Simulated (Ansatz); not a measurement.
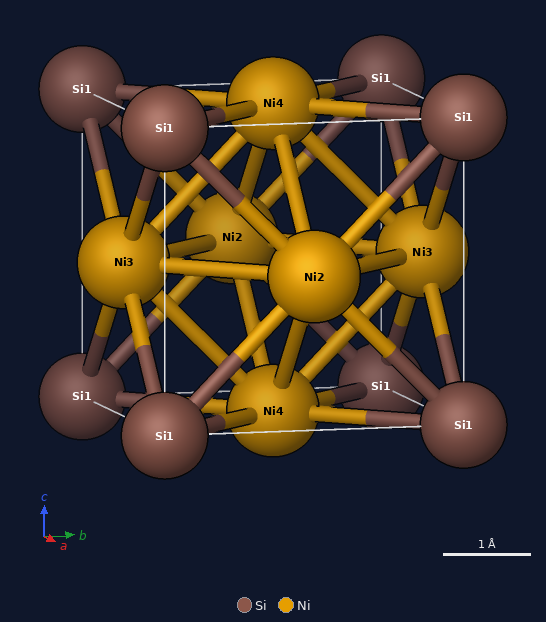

**Figure 1.** The structure (ball-and-stick view of the cell of the calculation, seen slightly off an axis; atoms are numbered from 1 in the order of the input). An atom can appear more than once, as a periodic image. Near neighbours in the periodic cell (some may lie outside the picture): Si has 12 Ni at 2.53 Å; Ni has 8 Ni at 2.53 Å and 4 Si at 2.53 Å.

# Ni₃Si: single-point calculation

The run: single-point calculation of Ni₃Si (Pm-3m, 4 atoms in the cell). Method and program: DFT PBE, scalar-relativistic, plane waves, PAW, no spin polarisation (Ansatz 0.2.0).

The structure derives from an entry of the Crystallography Open Database. It belongs to a series of runs on one base structure; here: volume × 1.06. Figures and captions count atoms from 1; the log counts them from 0 in places.

What the program printed
```
Engine: ansatz 0.2.0, aarch64-unknown-linux-gnu
Pseudopotentials: kind: paw
Pseudopotential: Si, paw, valence charge 4, recommended cutoff 420 eV (normal), Si.paw.azcp
Pseudopotential: Ni, paw, valence charge 18, recommended cutoff 420 eV (normal), Ni.paw.azcp
Functional definition: PBE
  parameter kappa = 0.804
  parameter beta = 0.06672455060314922
  exchange = pbe_x(kappa = kappa, mu = beta*pi^2/3)
  correlation = pbe_c(beta = beta)
Crystal: 4 atoms, lattice volume = 45.692 Å³
Basis set: ecut = 420 eV, 895 PW (Γ), exchange–correlation on 48×48×48 points (8 copies of the dense FFT grid, shifted against one another)
Bands: 35, of which v1, the nominal top of the filled ones, is band 29 counted from 1 (28 counted from 0)
Symmetry: 48 space group operations
Space group: Pm-3m (ITA 221), of the structure as read, at distance tolerance 3.6e-5 Å
k-points: 84 of 1728
Non-local potential: Si, projectors of the file, l = 0: 2, l = 1: 2, l = 2: 2
Non-local potential: Ni, projectors of the file, l = 0: 3, l = 1: 2, l = 2: 3, l = 3: 1
PAW form: soft (Blöchl's): semilocal exchange-correlation on the pseudo side does not see the compensation charge
PAW one-centre angular grid: Si, 110 points (default); XC on 64 Gauss nodes
PAW one-centre angular grid: Ni, 590 points (default); XC on 64 Gauss nodes
Initial density: superposition of atomic densities (neutral atoms: chi_scale 0, normalization atom), corrected by the library's trained network
Initial wavefunctions: pseudopotential atomic-orbital guess
Functional: x = pbe(κ = 0.804, μ = 0.2195149727645171), c = pbe(β = 0.06672455060314922)
SCF iter   1: F=—  HF=-18156.714086 eV  |F-HF|=—  |Δ(HF+E_count)|=         —  Δρ=3.40e-3  dr2=5.69e-3  ethr=1.77e-3  ⟨swp⟩=5.2  Hψ=10422  notcnv=0
preconditioner: auto → Kerker (q_TF=auto, 2.839 Å⁻¹)  [metal: Δε(μ)=0.037 eV  Ē_g=6.945 eV  σ=0.100 eV  W_gap=0.21  n_scr=18 (ndim 8)  ℏωp=32.0 eV  f_vac=0.000  D(μ)=2.15/eV (n_scr^D=18)]
SCF iter   2: F=—  HF=-18156.714115 eV  |F-HF|=—  |Δ(HF+E_count)|=   2.95e-5  Δρ=1.77e-3  dr2=1.90e-3  ethr=9.81e-6  ⟨swp⟩=2.0  Hψ=5607  notcnv=0
SCF iter   3: F=—  HF=-18156.713781 eV  |F-HF|=—  |Δ(HF+E_count)|=   3.34e-4  Δρ=9.30e-4  dr2=4.23e-4  ethr=3.27e-6  ⟨swp⟩=2.5  Hψ=3947  notcnv=0
SCF iter   4: F=—  HF=-18156.713698 eV  |F-HF|=—  |Δ(HF+E_count)|=   8.38e-5  Δρ=2.63e-4  dr2=4.76e-5  ethr=7.30e-7  ⟨swp⟩=2.0  Hψ=3839  notcnv=0
SCF iter   5: F=—  HF=-18156.713564 eV  |F-HF|=—  |Δ(HF+E_count)|=   1.34e-4  Δρ=5.81e-5  dr2=9.75e-7  ethr=8.21e-8  ⟨swp⟩=2.0  Hψ=3774  notcnv=0
SCF iter   6: F=—  HF=-18156.713564 eV  |F-HF|=—  |Δ(HF+E_count)|=   6.06e-8  Δρ=1.70e-5  dr2=1.50e-7  ethr=1.68e-9  ⟨swp⟩=2.2  Hψ=4323  notcnv=0
SCF iter   7: F=-18156.713564 eV  HF=-18156.713564 eV  |F-HF|=5.50e-8  |Δ(HF+E_count)|=   2.44e-8  Δρ=1.19e-5  dr2=5.38e-8  ethr=1.72e-10  ⟨swp⟩=10.7  Hψ=20373  notcnv=0
SCF 1 converged in 7 iterations: F = -18156.713564 eV  dr2 = 5.38e-8
  greatest PAW one-centre occupation: 1.001 electrons in one spin orbital (limit 2), on the Ni atom at site 1 (counted from 0), in its partial waves of l = 1
```

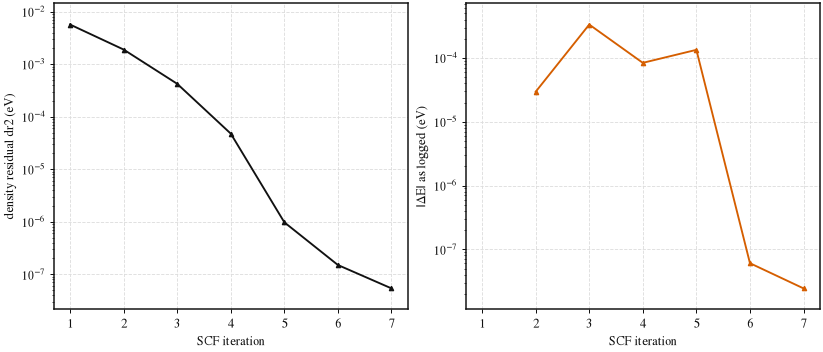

**Figure 2.** Convergence of the self-consistent field: density residual dr2 and size of the energy change against the SCF iteration. The residual falls at every step.

```
SCF converged after 7 iterations
Free energy (F): -18156.713564 eV
Harris-Foulkes:  -18156.713564 eV  (|F-HF|=5.50e-8)
Internal energy: -18156.702593 eV  (E = F + TS)
E sigma→0 (E₀):  -18156.708078 eV
Entropy (-TS):   -0.010971 eV (-2.743 meV/atom)
Fermi energy:    16.279786 eV
--- Per-component energies (eV) ---
  E_band       = -907.067442
  E_kinetic    = 890.910720
  E_local      = -11894.534030  (includes V_loc(G=0)·N_el)
  E_nonlocal   = 1933.687367
  E_hartree    = 5062.539112
  E_xc         = -310.719412
  E_vxc        = -376.439382  (∫ρ·V_xc dr)
  E_paw        = -5405.672771  (= ΣΔE_a)
  E_vpaw       = -1585.802873  (= ΣTr[D̂ρ^β])
  E_aug_tail   = 0.001494  (compensation charges beyond the density's cutoff)
  E_ewald      = -8432.915073
  E_smearing   = -0.010971  (= −TS)
  E_closure    = -0.000000  (closes the sum)
  Σ components = -18156.713564   (vs F -18156.713564, Δ=0.00e0)
--- Forces (eV/Å), atoms counted from 1 ---
  atom   1  Si    -0.00000000     0.00000000     0.00000000
  atom   2  Ni     0.00000000    -0.00000000    -0.00000000
  atom   3  Ni     0.00000000    -0.00000000    -0.00000000
  atom   4  Ni     0.00000000    -0.00000000    -0.00000000
  max |Σ_I F_I| component: 9.45e-29 eV/Å
--- Stress (GPa, compression-positive) ---
      -10.824834      -0.000000      -0.000000
       -0.000000     -10.824834       0.000000
       -0.000000       0.000000     -10.824834
  P = ⅓ Tr σ = -10.8248 GPa (-108.248 kbar)
--- Band table (eV; the first three rows and the last of 84) ---
  k-point 0: bands = ["-86.7882", "-86.7608", "-86.7608", "-47.2485", "-47.2485", "-47.2485", "-47.2058", "-47.2058", "-47.2058", "-47.0603", "-47.0603", "-47.0603", "4.7398", "11.7053", "12.5256", "12.5256", "13.0104", "13.0104", "13.0104", "14.8523", "14.8523", "14.8523", "15.4067", "15.4067", "15.4067", "15.7024", "15.7024", "16.0056", "16.3058", "16.3058", "16.3058", "20.5368", "22.3006", "22.3006", "26.3466"]
  k-point 1: bands = ["-86.7878", "-86.7613", "-86.7608", "-47.2476", "-47.2476", "-47.2472", "-47.2061", "-47.2061", "-47.2059", "-47.0618", "-47.0610", "-47.0610", "4.8173", "11.7165", "12.4050", "12.5799", "13.0016", "13.0016", "13.0323", "14.6780", "14.6780", "14.8286", "15.1545", "15.5129", "15.5129", "15.7037", "15.7147", "15.9748", "16.3059", "16.4469", "16.4469", "20.7398", "22.2907", "22.5508", "26.0991"]
  k-point 2: bands = ["-86.7866", "-86.7624", "-86.7608", "-47.2447", "-47.2447", "-47.2435", "-47.2071", "-47.2071", "-47.2061", "-47.0661", "-47.0628", "-47.0628", "5.0468", "11.5780", "12.1788", "12.7369", "12.9711", "12.9711", "13.0954", "14.4337", "14.4337", "14.7608", "14.7693", "15.5334", "15.5334", "15.6444", "15.7039", "15.8860", "16.3061", "16.8999", "16.8999", "20.9964", "22.2618", "23.3380", "25.2815"]
  k-point 83: bands = ["-86.7699", "-86.7699", "-86.7699", "-47.2701", "-47.2701", "-47.2701", "-47.1919", "-47.1623", "-47.1623", "-47.1623", "-47.0322", "-47.0322", "8.3929", "12.2730", "12.2730", "12.2730", "12.7207", "12.7207", "12.7207", "14.2430", "14.2430", "14.2430", "14.9468", "14.9468", "14.9468", "15.1373", "15.1373", "15.9046", "16.0874", "16.0874", "16.0874", "17.2508", "20.0138", "20.0138", "20.0138"]
```

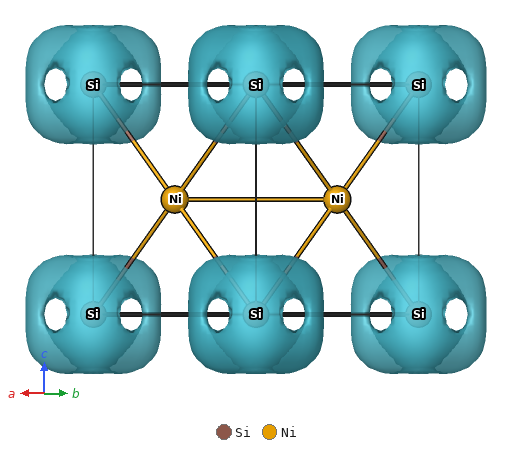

**Figure 3.** Isosurface of the ELF at 0.6 (cyan), seen along [110]. Core shells and regions of very low density are left out. Sticks mark near contacts. The outline is the cell set on symmetry axes. Profiles from the grid: Si–Ni (2.53 Å): the ELF is about 0.40 at the midpoint. Ni–Ni (2.53 Å): the ELF is about 0.25 at the midpoint; no shared electron pair. Core electrons are frozen (PAW), so the fields are smoothed inside the atomic spheres.

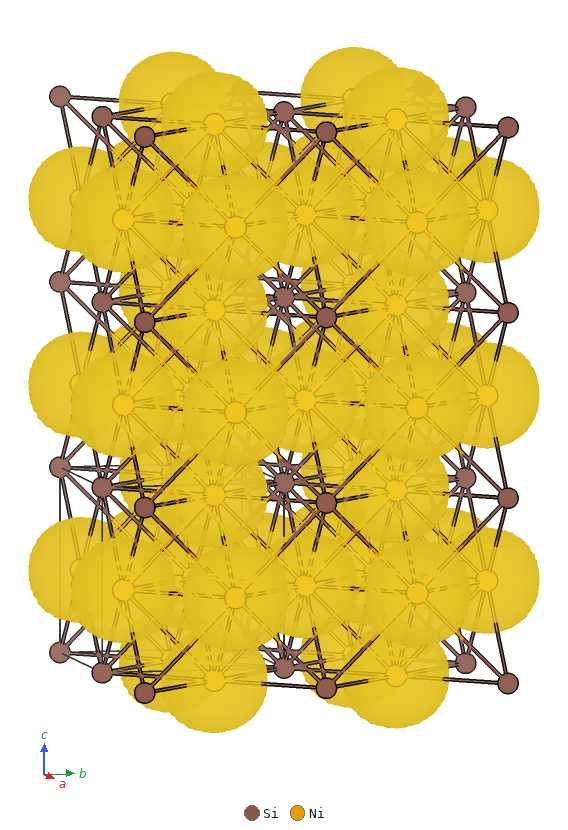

**Figure 4.** Isosurface of the valence electron density at 0.4 e/Å³ (yellow), seen slightly off an axis. Sticks mark near contacts. The outline is the cell set on symmetry axes. At this value the density breaks into separate islands; it holds about 85 % of the electrons treated as valence (semicore included). It is pinched off along the Si–Ni (2.53 Å) and Ni–Ni (2.53 Å) contacts. On the grid the lowest density along these lines, outside the cores, is 0.33 e/Å³ (Si–Ni, 2.53 Å) and 0.31 e/Å³ (Ni–Ni, 2.53 Å).

The run was set up as follows.

Input
```yaml
crystal:
  lattice:
    - [3.5750353451, 0.0, 0.0]
    - [0.0, 3.5750353451, 0.0]
    - [0.0, 0.0, 3.5750353451]
  atoms:
    - { symbol: Si, position: [0.0, 0.0, 0.0] }
    - { symbol: Ni, position: [0.0, 0.5, 0.5] }
    - { symbol: Ni, position: [0.5, 0.0, 0.5] }
    - { symbol: Ni, position: [0.5, 0.5, 0.0] }
basis:
  ecutwfc: 420
kpoints:
  mp_grid: { grid: [12, 12, 12] }
hamiltonian:
  xc: pbe
scf:
  occupations: { method: gaussian, width: 0.1 }
output:
  forces: true
  stress: true
  eigenvalues: true
  write_density: true
  write_potential: true
  elf: true
  volumetric_format: npy
```

Launched with:
```bash
ansatz run input.yaml --threads 1 --pin off --max-ram 2560MiB --backend cpu --events-out ev --progress --plain --runs-dir out
```

Key numbers

| quantity | value |
| --- | --- |
| outcome | converged |
| space group (tolerance 0.01 Å) | Pm-3m (221) |
| electrons treated | 58 |
| free energy | −18156.7136 eV |
| Fermi energy | 16.280 eV |
| gap on the k-point mesh | none (metallic) |
| pressure | −10.82 GPa |
| largest force (length of the vector) | under 0.001 eV/Å |
| hardware | 1 thread of Arm Neoverse V1, 24 GiB of memory available, shared host |
| wall time | 9.7 s |
| peak memory | 0.38 GiB |

The run has no spin polarisation, so a magnetic state may lie lower. The cell is under a tension of 10.8 GPa at this level, so it is not at its equilibrium volume.
